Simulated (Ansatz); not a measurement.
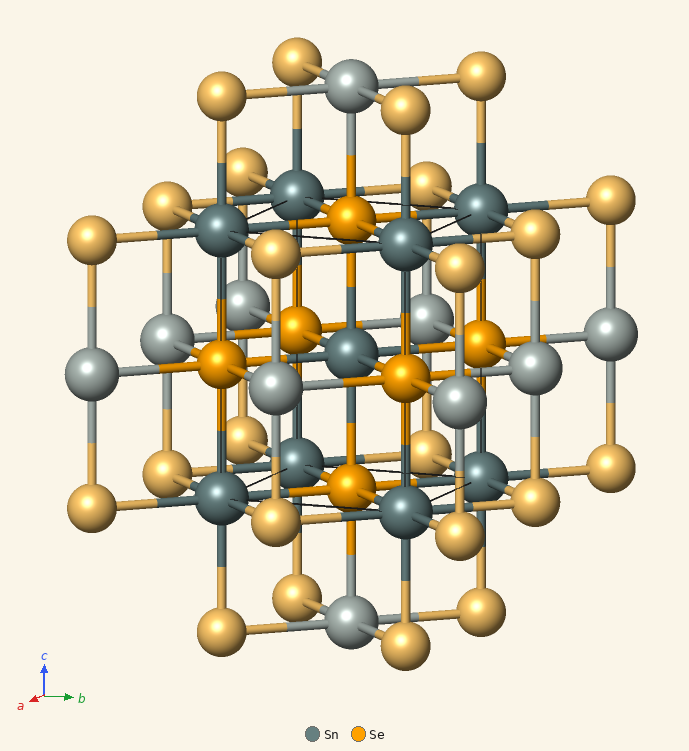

This ball-and-stick model is shown slightly off an axis. The conventional unit cell is drawn as a box. Atoms just outside the outline that bond to atoms inside are added, in fainter colours.

SnSe, space group I4/mmm (No. 139), a = 4.246 Å, b = 4.246 Å, c = 5.820 Å, α = 90.00°, β = 90.00°, γ = 90.00°. The structure comes from a structure type filled with these elements by a generator (whether the compound takes this form wasn't checked). The cell was then strained or its atoms displaced on purpose. It went into a calculation with Ansatz.

This one geometry was computed with Ansatz (DFT, plane waves, PAW) at three levels of theory: PBE, r2SCAN and HSE06. It was relaxed with r2SCAN and then strained.

Which level gives the highest pressure at this volume, and what does that say about its equilibrium volume?

Answer. Highest: PBE (3.3 GPa), which points to the largest equilibrium volume. Lowest, with the smallest volume: HSE06 (1.7 GPa). Levels within 0.5 GPa of each other can't be told apart.

How does the band gap change with the level of theory?

Answer. HSE06: a gap of 0.09 eV, direct; r2SCAN: a gap of 0.11 eV, direct; PBE: a gap of 0.25 eV, direct.

Collect the results in a table.

Answer.
| level | cutoff (eV) | k-mesh of the run's cell | gap (eV) | pressure (GPa) |
| --- | --- | --- | --- | --- |
| PBE | 420 | 8×8×8 | 0.25 | 3.3 |
| r2SCAN | 500 | 8×8×8 | 0.11 | 2.3 |
| HSE06 | 420 | 6×6×6 | 0.09 | 1.7 |

Gaps are taken on the k-mesh or band path of each run.
